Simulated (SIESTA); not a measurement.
System: HfO₂, space group P4_2/nmc (No. 137).

Input file:
```
from ase import Atoms
from ase.calculators.siesta import Siesta
from ase.units import Ry, GPa
from ase.eos import EquationOfState

atoms = Atoms(
    ['Hf', 'Hf', 'O', 'O', 'O', 'O'],
    cell=[
        [3.55801933, 0.0, 0.0],
        [0.0, 3.55801933, 0.0],
        [0.0, 0.0, 5.17186121],
    ],
    scaled_positions=[
        [0.0, 0.0, 0.0],
        [0.5, 0.5, 0.5],
        [0.0, 0.5, 0.19720788],
        [0.5, 0.0, 0.30279212],
        [0.5, 0.0, 0.80279212],
        [0.0, 0.5, 0.69720788],
    ],
    pbc=True,
)

fdf = {
    'SCFMustConverge': False,
    'OccupationFunction': 'FD',
    'ElectronicTemperature': '0.05 eV',
    'MaxSCFIterations': '120',
    'SCF.Mixer.Method': 'Pulay',
    'SCF.Mixer.Weight': '0.25',
    'SCF.Mixer.History': '8',
    'SCF.DM.Tolerance': '5.0e-05',
    'SCF.H.Tolerance': '1.0e-03 eV',
    'WriteForces': 'true',
    'Charge.Mulliken': 'end',
    'PAO.Basis': ['Hf.1 4', 'n=5 0 2', '  3.241 0.000', 'n=6 0 2', '  8.163 0.000', 'n=5 1 2', '  3.929 0.000', 'n=5 2 2', '  7.906 0.000'],
}
calc = Siesta(
    label="HfO2",
    command="siesta < PREFIX.fdf > PREFIX.out",
    pseudo_path="pseudos",
    pseudo_qualifier="",
    xc=('GGA', 'PBE'),
    basis_set="DZ",
    mesh_cutoff=800 * Ry,
    energy_shift=0.003 * Ry,
    kpts=[6, 6, 4],
    spin="non-polarized",
    fdf_arguments=fdf,
)
atoms.calc = calc

cell0 = atoms.cell.copy()
volumes, energies = [], []
for x in [0.94, 0.96, 0.98, 1.0, 1.02, 1.04, 1.06]:
    atoms.set_cell(cell0 * x ** (1 / 3), scale_atoms=True)
    volumes.append(atoms.get_volume() / len(atoms))
    energies.append(atoms.get_potential_energy(force_consistent=True) / len(atoms))
    print(f"V = {volumes[-1]:.5f} A^3/atom   F = {energies[-1]:.6f} eV/atom", flush=True)
v0, e0, b0 = EquationOfState(volumes, energies, eos="birchmurnaghan").fit()
print(f"v0 = {v0:.4f} A^3/atom, e0 = {e0:.5f} eV/atom, B0 = {b0 / GPa:.1f} GPa")
```

Command:
```bash
python run.py
```

How it was computed, with SIESTA 5.4.2: DFT in numerical atomic orbitals with pseudopotentials, no spin polarisation; energies at scaled volumes of the given cell, shape and fractions fixed, counted from the fit's minimum, third-order Birch-Murnaghan fit. Level: PBE.

```tsv
setting	value
k mesh	6×6×4
occupations	Fermi–Dirac
smearing width	0.05 eV
potentials	PseudoDojo 0.4 standard, converted to PSML, two zetas on semicore shells
program settings	basis DZ, mesh cutoff 800 Ry
```

Predict the energy against volume. The volume takes the values 10.26, 10.48, 10.69, 10.91, 11.13, 11.35, 11.57 Å³/atom.

A third-order Birch–Murnaghan fit gives V0 = 11.45 Å³/atom, B0 = 239 GPa and B′ = 4.1. The energy is 112 meV/atom at volume 10.26 Å³/atom and 1 meV/atom at 11.57 Å³/atom; the lowest computed point is at volume 11.35 Å³/atom (1 meV/atom).

```json
{"volume (Å³/atom)": "10.26", "energy (meV/atom)": "112"}
{"volume (Å³/atom)": "10.48", "energy (meV/atom)": "72"}
{"volume (Å³/atom)": "10.69", "energy (meV/atom)": "42"}
{"volume (Å³/atom)": "10.91", "energy (meV/atom)": "21"}
{"volume (Å³/atom)": "11.13", "energy (meV/atom)": "7"}
{"volume (Å³/atom)": "11.35", "energy (meV/atom)": "1"}
{"volume (Å³/atom)": "11.57", "energy (meV/atom)": "1"}
```

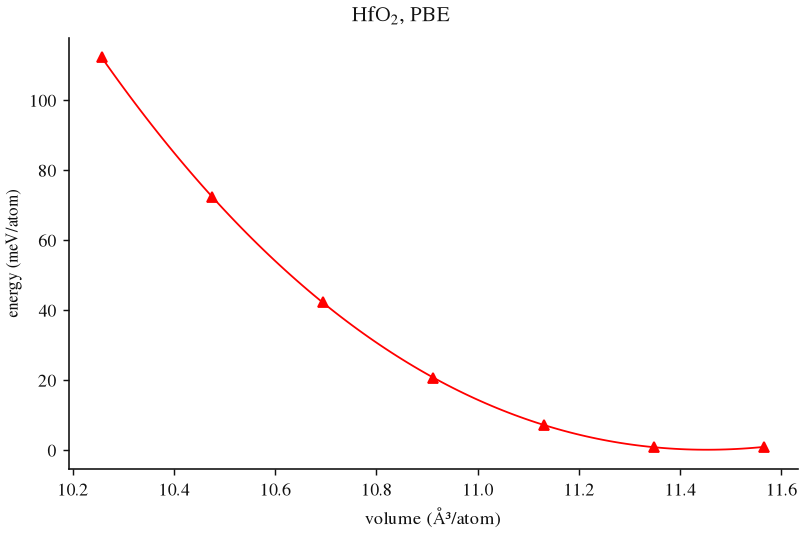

Note: basis without polarisation orbitals; short basis over semicore shells; shape and atomic fractions are frozen while scaling, which makes layered, chain and framework solids too stiff.
